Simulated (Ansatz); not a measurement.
System: ZnSe3.

Input

```
crystal:
  lattice:
    - [5.7353398925, 0.0, 0.0]
    - [0.0, 5.7353398925, 0.0]
    - [0.0, 0.0, 7.9564698318]
  atoms:
    - { symbol: Zn, position: [0.5, 0.5, 0.0] }
    - { symbol: Zn, position: [0.0, 0.0, 0.0] }
    - { symbol: Se, position: [0.5, 0.0, 0.6516243887] }
    - { symbol: Se, position: [0.2516464342, 0.2483535658, 0.8171291972] }
    - { symbol: Se, position: [0.7483535658, 0.7516464342, 0.8171291972] }
    - { symbol: Se, position: [0.0, 0.5, 0.3483756113] }
    - { symbol: Se, position: [0.2483535658, 0.7483535658, 0.1828708028] }
    - { symbol: Se, position: [0.7516464342, 0.2516464342, 0.1828708028] }
basis:
  ecutwfc: 420
kpoints:
  mp_grid: { grid: [6, 6, 4] }
hamiltonian:
  xc: pbe
scf:
  occupations: { method: gaussian, width: 0.02 }
output:
  forces: true
  stress: true
  eigenvalues: true
  write_density: true
  write_potential: true
  elf: true
  volumetric_format: npy
relax:
  adjacent_minimum: "off"
  f_tol: 0.01
  max_steps: 30
  cell: { stress_tol: 0.1, fix: [volume] }
```

Run with:

```sh
ansatz run input.yaml --threads 1 --pin off --max-ram 2560MiB --backend cpu --events-out ev --progress --plain --runs-dir out
```

Below, planes, directions and counts refer to the conventional cell (a = 5.72 Å, b = 5.72 Å, c = 8.01 Å, α = 90.00°, β = 90.00°, γ = 90.00°).

The fields are those of the run's last geometry, not of the input's.

Space group P-42₁m; a generated structure, not necessarily the stable one; changed on purpose from its base cell (volume × 1.03, shape and atoms relaxed).

Theory: DFT PBE, scalar-relativistic, plane waves, PAW in Ansatz.

Q: What can the converged valence pseudo-density and electron localisation function tell about the bonding?

A: Zn–Se (2.48 Å): ρ is about 0.45 e/Å³ halfway; the ELF is about 0.60 at the midpoint.

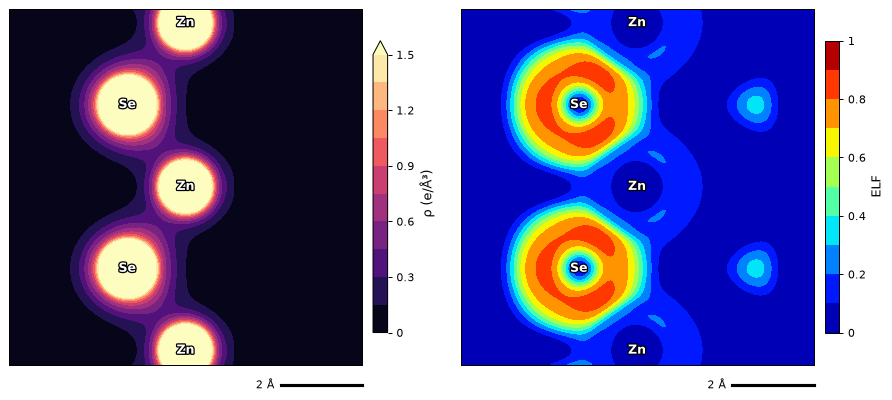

Computed valence pseudo-density and electron localisation function on the (11̄0) plane of the conventional cell, in this order. 

In a PAW calculation such maps are meaningful between the atoms, not at the nuclei.
